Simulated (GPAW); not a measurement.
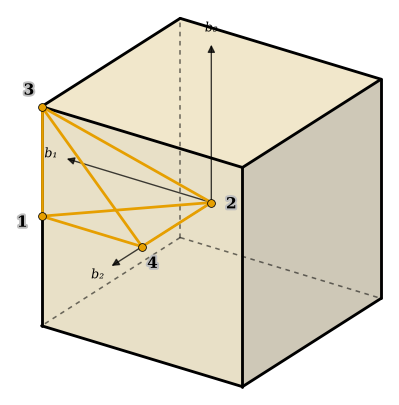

For TiAl, a cell listed in the Materials Project, as set up for an electronic-structure calculation: the first Brillouin zone of a simple cubic lattice (cP; extended symbol cP2) is drawn with its special points numbered. All values are computed from the atomic coordinates in the standard setting (tolerance 0.002 Å).

a = 3.179 Å, b = 3.179 Å, c = 3.179 Å, α = 90.00°, β = 90.00°, γ = 90.00°.

Labels and path follow the convention of Hinuma et al. (2017), as computed by seekpath; the arrows show the directions of the reciprocal primitive vectors b₁, b₂, b₃, in which coordinates are given.

Question: Give the label and coordinates of each numbered point.

Answer:
```
no.  label      coordinates
  1      M    (1/2, 1/2, 0)
  2      Γ        (0, 0, 0)
  3      R  (1/2, 1/2, 1/2)
  4      X      (0, 1/2, 0)
```
